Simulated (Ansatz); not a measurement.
# Sr: what the fields show

```cif
data_structure
_symmetry_space_group_name_H-M 'P 1'
_symmetry_Int_Tables_number 1
_cell_length_a 4.0069
_cell_length_b 6.7154
_cell_length_c 4.0788
_cell_angle_alpha 90.000
_cell_angle_beta 119.419
_cell_angle_gamma 90.000
_cell_volume 95.60
loop_
_atom_site_label
_atom_site_type_symbol
_atom_site_fract_x
_atom_site_fract_y
_atom_site_fract_z
_atom_site_occupancy
Sr1 Sr 0.16270 0.75000 0.66667 1
Sr2 Sr 0.83730 0.25000 0.33333 1
```

Space group P2₁/m; changed on purpose from its base cell (mode 4 frozen in at -0.700 Å, normal strain along x -0.0233); not relaxed (largest force 0.4 eV/Å).

Computed with Ansatz 0.2.0, DFT LDA, scalar-relativistic, plane waves, PAW.

Core electrons are frozen (PAW), and the valence fields are smoothed inside the atomic spheres.

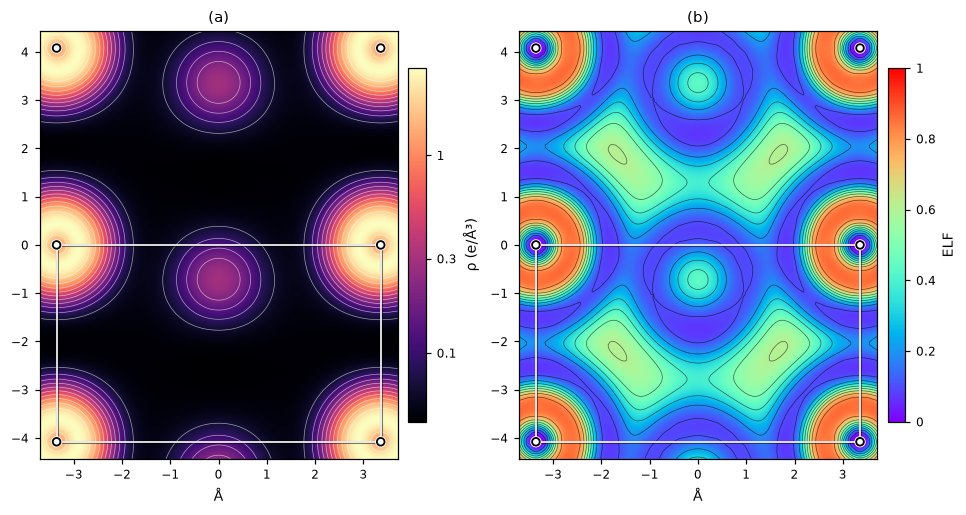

Figure 1. (a) valence pseudo-density; (b) ELF on the (100) plane of the conventional cell. Circles mark the nuclei in the plane (Sr).

What does the map show?

Answer.
- Atoms in the plane: Sr.
- Sr–Sr (4.08 Å): ρ is about 0.05 e/Å³ halfway; the ELF is about 0.20 at the midpoint: no shared electron pair shows on this line.
- Between the atoms the lowest density in this plane is 0.04 e/Å³.
- The features right at Sr lie inside the PAW spheres, where the map follows smoothed inner orbitals and isn't to be read closely.

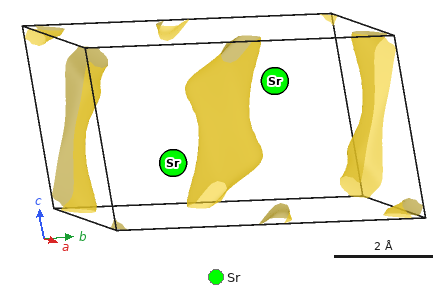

Figure 2. Isosurface of the ELF at 0.55 (yellow), seen slightly off an axis. Core shells and regions of very low density are left out.

Where are the electrons localised?

Answer. The surface consists of channels that run through the cell in one direction, counted in one cell of 2 atoms. Regions shared between cells count once. There are no localised bonds or lone pairs at this value. Along the contacts the grid gives the following. Sr–Sr (3.62 Å): the ELF is about 0.10 at the midpoint; no shared electron pair shows on this line. Sr–Sr (4.01 Å): the ELF is about 0.15 at the midpoint: no shared electron pair shows on this line.

Does the calculation make it a metal, or give it a gap?

Answer. It is gapless in this calculation (a metal or semimetal).
